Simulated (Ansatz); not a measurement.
# Residual resistivity of an alloy: Ti(0001) with 2 layers of random Ti-Al, 2x2

Wanted: resistance against the alloy's length, first Ti(0001) with 2 layers of random Ti-Al, 2x2.

Method: Ansatz plane-wave DFT, PBE, PAW files; ballistic transport by layer matching (Landauer), zero bias; PAW set soft_1, in Ansatz 0.2.0.

## (1) Starting point

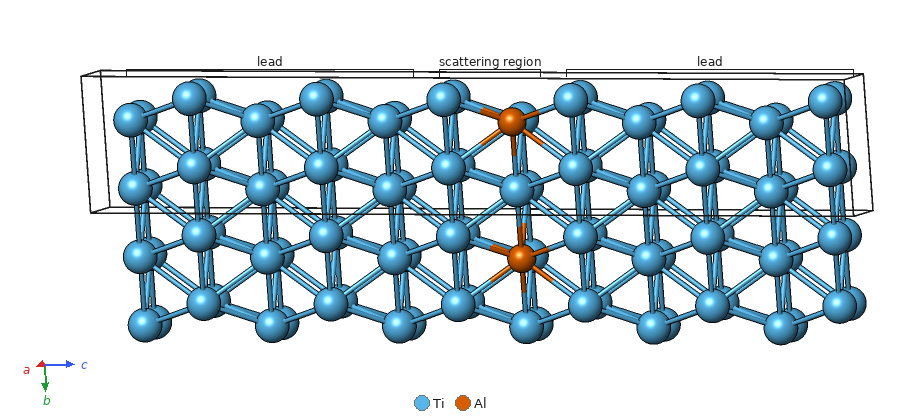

The cell as given, from the side, with the c axis across the page (titanium blue, aluminium orange). 1×2×1 cells are drawn.

The cell holds 48 atoms: 47 Ti and 1 Al. Cell: a = 5.900 Å, b = 5.900 Å, c = 28.116 Å, α = 90.0°, β = 90.0°, γ = 120.0°. It derives from Ti. Regions: lead, 40 atoms (40 Ti); scattering region, 8 atoms (7 Ti and 1 Al). The structure is stacked along c, and the current runs across the ab planes.

## (2) With 2 alloy layers

In 2 layers a share of 0.125 of the sites is given to Al at random. The layers about the cell's end stay perfect and serve as the lead. Energies from -0.05 to 0.05 eV in steps of 0.05 eV are too few for the program's thermal sum, so it prints no conductance; for a metal the transmission near the Fermi level serves, at a fraction of the cost.

input.yaml reads:

```yaml
crystal:
  lattice:
    - [5.9, 0.0, 0.0]
    - [-2.95, 5.1095498823, 0.0]
    - [0.0, 0.0, 28.116]
  atoms:
    - { symbol: Ti, position: [0.1666666667, 0.3333333333, 0.0416666667] }
    - { symbol: Ti, position: [0.1666666667, 0.8333333333, 0.0416666667] }
    - { symbol: Ti, position: [0.6666666667, 0.3333333333, 0.0416666667] }
    - { symbol: Ti, position: [0.6666666667, 0.8333333333, 0.0416666667] }
    - { symbol: Ti, position: [0.3333333333, 0.1666666667, 0.125] }
    - { symbol: Ti, position: [0.3333333333, 0.6666666667, 0.125] }
    - { symbol: Ti, position: [0.8333333333, 0.1666666667, 0.125] }
    - { symbol: Ti, position: [0.8333333333, 0.6666666667, 0.125] }
    - { symbol: Ti, position: [0.1666666667, 0.3333333333, 0.2083333333] }
    - { symbol: Ti, position: [0.1666666667, 0.8333333333, 0.2083333333] }
    - { symbol: Ti, position: [0.6666666667, 0.3333333333, 0.2083333333] }
    - { symbol: Ti, position: [0.6666666667, 0.8333333333, 0.2083333333] }
    - { symbol: Ti, position: [0.3333333333, 0.1666666667, 0.2916666667] }
    - { symbol: Ti, position: [0.3333333333, 0.6666666667, 0.2916666667] }
    - { symbol: Ti, position: [0.8333333333, 0.1666666667, 0.2916666667] }
    - { symbol: Ti, position: [0.8333333333, 0.6666666667, 0.2916666667] }
    - { symbol: Ti, position: [0.1666666667, 0.3333333333, 0.375] }
    - { symbol: Ti, position: [0.1666666667, 0.8333333333, 0.375] }
    - { symbol: Ti, position: [0.6666666667, 0.3333333333, 0.375] }
    - { symbol: Ti, position: [0.6666666667, 0.8333333333, 0.375] }
    - { symbol: Ti, position: [0.3333333333, 0.1666666667, 0.4583333333] }
    - { symbol: Ti, position: [0.3333333333, 0.6666666667, 0.4583333333] }
    - { symbol: Ti, position: [0.8333333333, 0.1666666667, 0.4583333333] }
    - { symbol: Ti, position: [0.8333333333, 0.6666666667, 0.4583333333] }
    - { symbol: Ti, position: [0.1666666667, 0.3333333333, 0.5416666667] }
    - { symbol: Ti, position: [0.1666666667, 0.8333333333, 0.5416666667] }
    - { symbol: Al, position: [0.6666666667, 0.3333333333, 0.5416666667] }
    - { symbol: Ti, position: [0.6666666667, 0.8333333333, 0.5416666667] }
    - { symbol: Ti, position: [0.3333333333, 0.1666666667, 0.625] }
    - { symbol: Ti, position: [0.3333333333, 0.6666666667, 0.625] }
    - { symbol: Ti, position: [0.8333333333, 0.1666666667, 0.625] }
    - { symbol: Ti, position: [0.8333333333, 0.6666666667, 0.625] }
    - { symbol: Ti, position: [0.1666666667, 0.3333333333, 0.7083333333] }
    - { symbol: Ti, position: [0.1666666667, 0.8333333333, 0.7083333333] }
    - { symbol: Ti, position: [0.6666666667, 0.3333333333, 0.7083333333] }
    - { symbol: Ti, position: [0.6666666667, 0.8333333333, 0.7083333333] }
    - { symbol: Ti, position: [0.3333333333, 0.1666666667, 0.7916666667] }
    - { symbol: Ti, position: [0.3333333333, 0.6666666667, 0.7916666667] }
    - { symbol: Ti, position: [0.8333333333, 0.1666666667, 0.7916666667] }
    - { symbol: Ti, position: [0.8333333333, 0.6666666667, 0.7916666667] }
    - { symbol: Ti, position: [0.1666666667, 0.3333333333, 0.875] }
    - { symbol: Ti, position: [0.1666666667, 0.8333333333, 0.875] }
    - { symbol: Ti, position: [0.6666666667, 0.3333333333, 0.875] }
    - { symbol: Ti, position: [0.6666666667, 0.8333333333, 0.875] }
    - { symbol: Ti, position: [0.3333333333, 0.1666666667, 0.9583333333] }
    - { symbol: Ti, position: [0.3333333333, 0.6666666667, 0.9583333333] }
    - { symbol: Ti, position: [0.8333333333, 0.1666666667, 0.9583333333] }
    - { symbol: Ti, position: [0.8333333333, 0.6666666667, 0.9583333333] }
kpoints:
  mp_grid: { grid: [4, 4, 1] }
hamiltonian:
  xc: pbe
  pseudopotentials: { kind: paw, azcp: { folder: soft_1 } }
scf:
  occupations: { method: fermi_dirac, width: 0.1 }
output:
  transmission: { leads: [[0, 8]], kmesh: [8, 8], e_range: [-0.05, 0.05], de: 0.05 }
  write_potential: true
  write_density: true
  volumetric_format: npy
```

On the command line:

```sh
> ansatz run input.yaml --threads 4 --pin off --max-ram 15360MiB --backend cpu --events-out ev --progress --plain --runs-dir out
```

Numbers of over 12 decimals in the logs are rounded to 6 here.

Log:

```text
Engine: ansatz 0.2.0, x86_64-unknown-linux-gnu
Pseudopotentials: kind: paw
Pseudopotential: Ti, paw, valence charge 12, recommended cutoff 420 eV (normal), soft_1/Ti.paw.azcp
Pseudopotential: Al, paw, valence charge 3, recommended cutoff 420 eV (normal), soft_1/Al.paw.azcp
Functional definition: PBE
  parameter kappa = 0.804
  parameter beta = 0.066725
  exchange = pbe_x(kappa = kappa, mu = beta*pi^2/3)
  correlation = pbe_c(beta = beta)
Crystal: 48 atoms, lattice volume = 847.595 Å³
Basis set: ecut = 420 eV, 16425 PW (Γ)
Bands: 341, of which v1, the nominal top of the filled ones, is band 284 counted from 1 (283 counted from 0)
Symmetry: 12 space group operations
Space group: P-6m2 (ITA 187), of the structure as read, at distance tolerance 9.5e-5 Å
k-points: 4 of 16 (time reversal used)
Non-local potential: Ti, projectors of the file, l = 0: 3, l = 1: 2, l = 2: 3, l = 3: 1
Non-local potential: Al, projectors of the file, l = 0: 2, l = 1: 2, l = 2: 1
PAW form: soft (Blöchl's): semilocal exchange-correlation on the pseudo side does not see the compensation charge
PAW one-centre angular grid: Ti, 590 points (default); XC on 64 Gauss nodes
PAW one-centre angular grid: Al, 110 points (default); XC on 64 Gauss nodes
Initial density: superposition of atomic densities (chi_scale 0.1, normalization cell, long waves kept (reshape's long-wave potential 0.09 eV rms))
Initial wavefunctions: pseudopotential atomic-orbital guess
Functional: x = pbe(κ = 0.804, μ = 0.219515), c = pbe(β = 0.066725)
SCF iter   1: F=—  HF=-118033.183763 eV  |F-HF|=—  |Δ(HF+E_count)|=         —  Δρ=5.83e-2  dr2=7.52e1  ethr=3.10e-3  ⟨swp⟩=9.5  Hψ=5852  notcnv=0
preconditioner: auto → Kerker (q_TF=auto, 2.551 Å⁻¹)  [metal: Δε(μ)=0.034 eV  Ē_g=2.591 eV  σ=0.100 eV  W_gap=0.08  n_scr=268 (ndim 8)  ℏωp=17.6 eV  f_vac=0.000  D(μ)=44.06/eV (n_scr^D=392)]
SCF iter   2: F=—  HF=-118025.437143 eV  |F-HF|=—  |Δ(HF+E_count)|=    7.75e0  Δρ=2.58e-2  dr2=2.16e1  ethr=3.10e-3  ⟨swp⟩=2.8  Hψ=2157  notcnv=0
SCF iter   3: F=—  HF=-118023.578579 eV  |F-HF|=—  |Δ(HF+E_count)|=    1.86e0  Δρ=5.31e-3  dr2=3.21e-1  ethr=3.10e-3  ⟨swp⟩=3.8  Hψ=2625  notcnv=0
SCF iter   4: F=—  HF=-118023.580040 eV  |F-HF|=—  |Δ(HF+E_count)|=   1.46e-3  Δρ=1.51e-3  dr2=4.59e-2  ethr=5.66e-5  ⟨swp⟩=3.0  Hψ=2086  notcnv=0
SCF iter   5: F=—  HF=-118023.576010 eV  |F-HF|=—  |Δ(HF+E_count)|=   4.03e-3  Δρ=2.77e-4  dr2=5.09e-3  ethr=8.09e-6  ⟨swp⟩=2.0  Hψ=1721  notcnv=0
SCF iter   6: F=—  HF=-118023.575768 eV  |F-HF|=—  |Δ(HF+E_count)|=   2.41e-4  Δρ=7.02e-5  dr2=1.14e-4  ethr=8.98e-7  ⟨swp⟩=2.0  Hψ=1807  notcnv=0
SCF iter   7: F=—  HF=-118023.575693 eV  |F-HF|=—  |Δ(HF+E_count)|=   7.51e-5  Δρ=1.98e-5  dr2=5.11e-6  ethr=2.01e-8  ⟨swp⟩=2.0  Hψ=1919  notcnv=0
SCF iter   8: F=—  HF=-118023.577014 eV  |F-HF|=—  |Δ(HF+E_count)|=   1.32e-3  Δρ=5.40e-6  dr2=3.34e-7  ethr=9.01e-10  ⟨swp⟩=2.0  Hψ=1804  notcnv=0
SCF iter   9: F=-118023.577014 eV  HF=-118023.577014 eV  |F-HF|=4.73e-8  |Δ(HF+E_count)|=   1.16e-8  Δρ=1.11e-6  dr2=5.14e-8  ethr=1.76e-11  ⟨swp⟩=7.2  Hψ=3337  notcnv=0
SCF 1 converged in 9 iterations: F = -118023.577014 eV  dr2 = 5.14e-8
  greatest PAW one-centre occupation: 0.999 electrons in one spin orbital (limit 2), on the Ti atom at site 29 (counted from 0), in its partial waves of l = 0
transmission: 36 of 350 steps passed
transmission: 72 of 350 steps passed
[...]
transmission: 350 of 350 steps passed
SCF converged after 9 iterations
Free energy (F): -118023.577014 eV
Harris-Foulkes:  -118023.577014 eV  (|F-HF|=4.73e-8)
Internal energy: -118021.780393 eV  (E = F + TS)
E sigma→0 (E₀):  -118022.678703 eV
Entropy (-TS):   -1.796621 eV (-37.430 meV/atom)
Fermi energy:    12.866059 eV
--- Per-component energies (eV) ---
  E_band       = -7652.193734
  E_kinetic    = 13209.835551
  E_local      = -42978.832988  (includes V_loc(G=0)·N_el)
  E_nonlocal   = 2847.601056
  E_hartree    = 17144.911391
  E_xc         = -5489.143152
  E_vxc        = -6854.558041  (∫ρ·V_xc dr)
  E_paw        = -49445.408645  (= ΣΔE_a)
  E_vpaw       = -8166.051735  (= ΣTr[D̂ρ^β])
  E_aug_tail   = -0.003832  (compensation charges beyond the density's cutoff)
  E_ewald      = -53310.739775
  E_smearing   = -1.796621  (= −TS)
  E_closure    = -0.000000  (closes the sum)
  Σ components = -118023.577014   (vs F -118023.577014, Δ=0.00e0)
--- Band table (eV) ---
  k-point 0: bands = [... 280 lower, 13.3973, 13.4158, 13.4158, 13.4281, 13.4281, 13.4324, 13.5067, 13.5067, ... 53 higher]
  k-point 1: bands = [... 280 lower, 13.1118, 13.1298, 13.1372, 13.1447, 13.1539, 13.1791, 13.2021, 13.2034, ... 53 higher]
  k-point 2: bands = [... 280 lower, 12.6516, 12.6650, 12.6874, 12.7070, 12.7842, 12.7880, 12.7990, 12.8924, ... 53 higher]
  k-point 3: bands = [... 280 lower, 12.6297, 12.6390, 12.6427, 12.7071, 12.7793, 12.8031, 12.8033, 12.8541, ... 53 higher]
--- Transmission ---
  basis      : 253 plane waves across, 35 finite elements along
  points     : 10, standing for a mesh of 8 x 8
  energies   : 3 from -0.050000 to 0.050000 eV about the Fermi level, 0.050000 eV apart; the leads are filled to 0.000000 eV, and channels, transmission and decay are at 0.000000 eV
  crystal 0  : Ti8, at the sites [0, 8], period 4.6860 Å, over 25.77 Å; its Hamiltonian steps by up to 5.1 meV
    offset         : up to 0.0000 Å between an atom of the period and one for which it stands
    channels       : 2.656250e0 a spin
    conductance    : none, the energies end too early or step too widely for 300 K: set another output.transmission.e_range or a lower de, or, where they end at an eighth of basis.ecutwfc, a higher one
  junction   : crystal 0 to crystal 0, 1.64 to 25.07 Å
    transmission   : 1.455105e0 a spin
    conductance    : none, the energies end too early or step too widely for 300 K: set another output.transmission.e_range or a lower de, or, where they end at an eighth of basis.ecutwfc, a higher one
```

Elapsed: 1.7 min, on 4 threads of Intel Xeon Platinum 8375C at 2.90GHz (Ice Lake), shared host; peak memory 4.2 GiB; 5.4 min of CPU time.

In the SCF lines HF is the Harris–Foulkes energy and dr2 the Hartree energy of the density residual, in eV; the loop may stop once dr2 is under the threshold and the program's other checks hold. Hψ counts applications of the Hamiltonian.

This step gave:

| Quantity | Value |
| --- | --- |
| free energy | -118023.5770 eV |
| energy at zero smearing | -118022.6787 eV |
| Fermi energy | 12.87 eV |
| cell area | 30.15 Å² |
| transmission at the energy nearest the Fermi level, one spin | 1.455 |
| channels at the energy nearest the Fermi level, one spin | 2.656 |
| step of the lead's Hamiltonian | 5.1 meV |

Per spin. Transmission, zone mean against energy, zero at the Fermi level:

```tsv
energy (eV)	transmission, zone mean
-0.0500	1.32
0.0000	1.46
0.0500	1.39
```

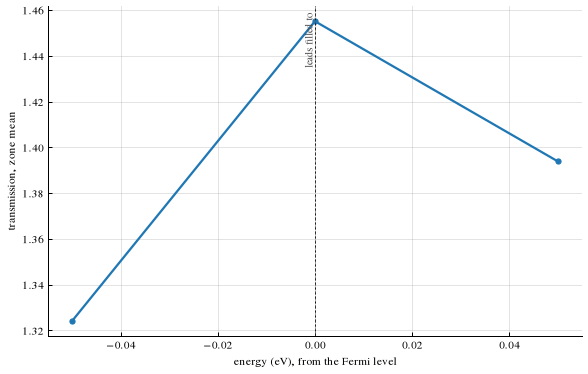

Transmission, zone mean against energy.

Per spin. The open channels, zone mean, lead by energy, zero at the Fermi level:

```tsv
energy (eV)	open channels, zone mean, lead
-0.0500	2.25
0.0000	2.66
0.0500	3.22
```

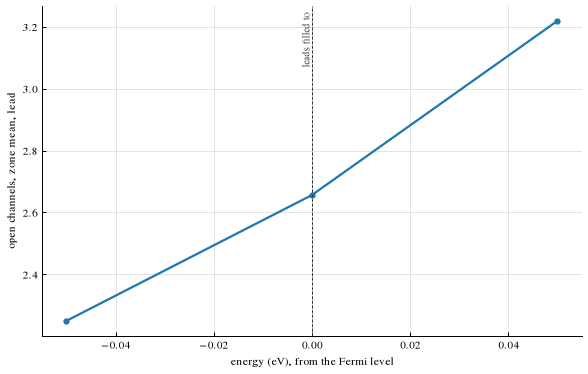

Open channels, zone mean, lead, plotted against energy.

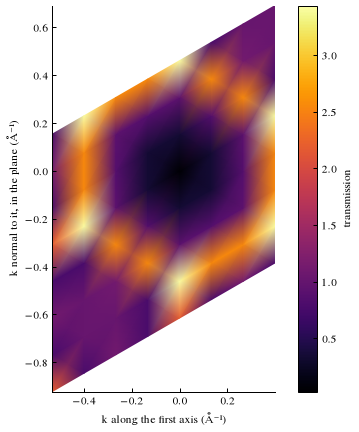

Transmission over k1 and k2. At 0.0000 eV from the Fermi level.

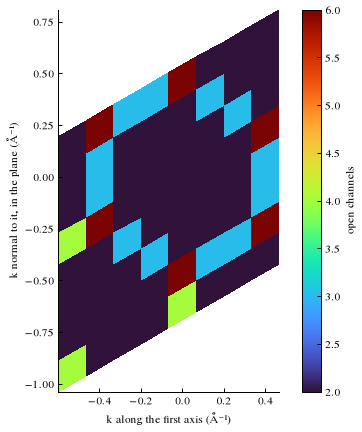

Open channels over k1 and k2. At 0.0000 eV from the Fermi level.

Over the solved energies the transmission per spin lies between 1.32 and 1.46, out of 2.71 channels of the lead on average (up to 3.22).

(Part 1 of 2 ends here.)

[Logs are printed without paths, hosts, clocks, repeated set-up lines and the standing remarks that a program may print on its own settings, such as how far it seeks lower states.]

[Hosts, paths, dates, database ids (printed as entryN), source tags and the programs' standing remarks are cut or masked in the printed files.]
